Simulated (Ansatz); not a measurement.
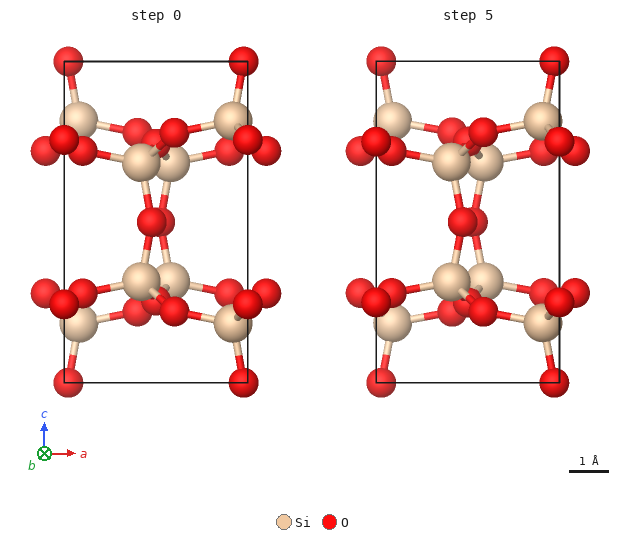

The structure of crystalline SiO2 (set up in Pnnm) before (left) and after (right) a relaxation, at one scale.

A ball-and-stick model of the cell of the calculation, seen along the b axis.

Case: volume × 0.94, shape and atoms relaxed.

These are results of DFT LDA, scalar-relativistic, plane waves, PAW (Ansatz), not measurements. Set-up: plane-wave cutoff 420 eV; k-point mesh 6 × 4 × 4; occupations gaussian; smearing width 0.02 eV; no spin polarisation; cell relaxed at fixed volume; force threshold 0.01 eV/Å; at most 30 steps.

Question: What changed between the two?

Answer: The energy falls by 7.0 meV per atom in 4 accepted moves (5 points after the start). The largest force component goes from 0.38 to 0.009 eV/Å. Pressure: 6.00 GPa at the start and 1.00 GPa at the end. The SCF was repeated once at an unchanged geometry on a basis and grid sized afresh for the cell, which shifted the energy by less than 0.05 meV per atom at most. The largest moves relative to the cell, 0.087 Å, are those of O atoms. Largest moves by element: O 0.087 Å, Si 0.049 Å. The drawn cell changes at constant volume: a 4.812 → 4.803 Å (−0.2 %), b 8.562 → 8.573 Å (+0.1 %), c 8.418 → 8.424 Å (+0.1 %). Among the contacts that change: O–Si 1.592 → 1.608 Å. Among the angles between lasting bonds that change: Si–O–Si 138.0° → 134.7°, Si–O–Si 143.4° → 140.9°. The space group stays Pnnm (No. 58). The run took 5 min on 4 threads of Intel(R) Xeon(R) Processor @ 2.50GHz (Skylake/Cascade Lake), with other jobs on the host, peak memory 1.5 GiB.
